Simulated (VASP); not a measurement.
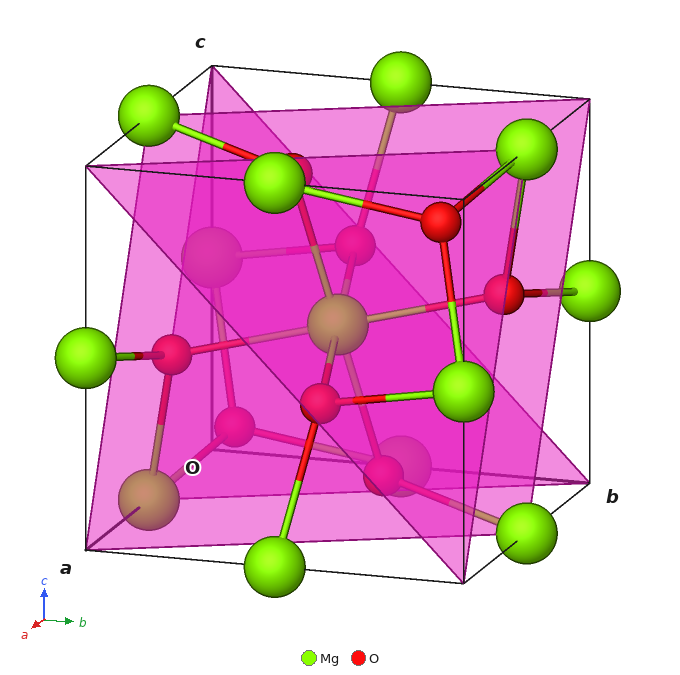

Crystal: MgO2, the end point of a relaxation with VASP 6.6.1, VASP Kohn-Sham DFT of a periodic cell, BLYP with D4, VASP PAW PBE potentials, recommended. Every member of one family of equally spaced planes, hx + ky + lz = a whole number, that cuts the unit cell is shaded (one member passes through the origin O, touching the cell only at an edge or corner). Symmetry computed with spglib at a tolerance of 0.002 Å; standard conventional cell.

a = 4.866 Å, b = 4.866 Å, c = 4.866 Å, α = 90.00°, β = 90.00°, γ = 90.00°.

What are the Miller indices?

(2 1 1); the opposite sign names the same planes. The member next to the origin meets the axes a at 1/2, b at 1, c at 1.

What is the spacing?

d = 1.986 Å.

Which atoms of the cell lie in these planes (within 0.03 Å)?

2 of the 4 Mg.

The space group is Pa-3 (No. 205). How many reflections hkl are equivalent to this one (itself included), and does it occur?

24 reflections are equivalent in the Laue class m-3. The space group allows the reflection.
